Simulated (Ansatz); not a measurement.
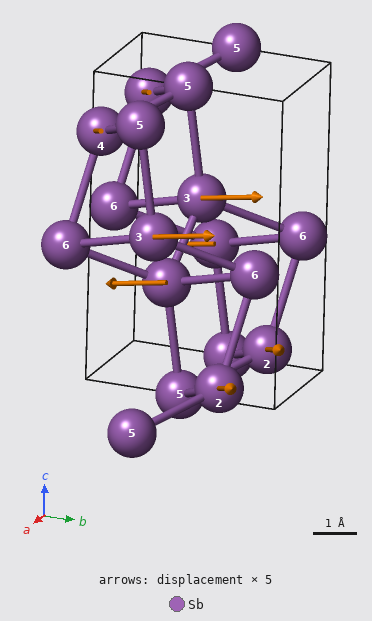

A relaxation of a crystal of Sb (a generated structure, set up in C2/c) (coarse preliminary run). The starting structure is drawn; orange arrows show the displacements (the part carried along by the change of the cell is left out), magnified 5 times.

The picture is a ball-and-stick view of the cell of the calculation, repeated 2 × 1 × 1 with one cell outlined, seen slightly off an axis.

These are results of DFT PBE, scalar-relativistic, plane waves, PAW in Ansatz 0.2.0, not measurements.

Input file:
```yaml
crystal:
  lattice:
    - [3.17509083, -3.29692782, 0.0]
    - [3.17509083, 3.29692782, 0.0]
    - [-1.15134657, 0.0, 7.20268681]
  atoms:
    - { symbol: Sb, position: [0.15842726, 0.45266456, 0.37805889] }
    - { symbol: Sb, position: [0.54733544, 0.84157274, 0.12194111] }
    - { symbol: Sb, position: [0.84157274, 0.54733544, 0.62194111] }
    - { symbol: Sb, position: [0.45266456, 0.15842726, 0.87805889] }
    - { symbol: Sb, position: [0.0, 0.5, 0.0] }
    - { symbol: Sb, position: [0.5, 0.0, 0.5] }
basis:
  ecutwfc: 420
kpoints:
  mp_grid: { grid: [4, 4, 4] }
hamiltonian:
  xc: pbe
scf:
  occupations: { method: gaussian, width: 0.1 }
  lower_state_search: "off"
output:
  forces: true
  stress: true
  eigenvalues: true
relax:
  adjacent_minimum: "off"
  f_tol: 0.04
  max_steps: 70
  cell: { stress_tol: 0.4 }
```

Launched with:
```bash
ansatz run input.yaml --threads 1 --pin off --max-ram 2560MiB --backend cpu --events-out ev --progress --plain --runs-dir out
```

Q: Describe the change and its energy.

A: The largest moves relative to the cell, 0.36 Å, are those of Sb1, Sb2, Sb3 and Sb4. Sb4 goes roughly along [−3 −2 −1]. The volume changes by +26.8 %, with a = b 4.577 → 5.077 Å (+10.9 %), c 7.294 → 8.166 Å (+12.0 %), α 96.3° → 105.5°, β 96.3° → 105.5°, γ 92.2° → 97.0°. Near-neighbour distances that change, for instance: Sb1–Sb2 4.032 → 3.135 Å, Sb1–Sb3 2.429 → 2.927 Å, Sb1–Sb6 2.903 → 3.207 Å, Sb1–Sb6 (another image) 2.806 → 3.103 Å. Bond angles that change, for instance: Sb5–Sb1–Sb6 102.1° → 81.6°, Sb1–Sb6–Sb2 71.2° → 88.6°, Sb1–Sb6–Sb4 108.8° → 91.4°. The space group stays C2/c (No. 15). After 10 accepted moves (12 points after the start) the energy has fallen by 4.562 eV per cell of the calculation. Largest force component: 2.8 eV/Å at the start, 0.0033 eV/Å at the end. The pressure goes from 28.27 to 0.00 GPa. The SCF was repeated twice at an unchanged geometry on a basis and grid sized afresh for the cell, which shifted the energy by 95.3 meV per cell of the calculation at most. The run took 3.1 min on 1 thread of Arm Neoverse V1 (shared host), peak memory 0.5 GiB.
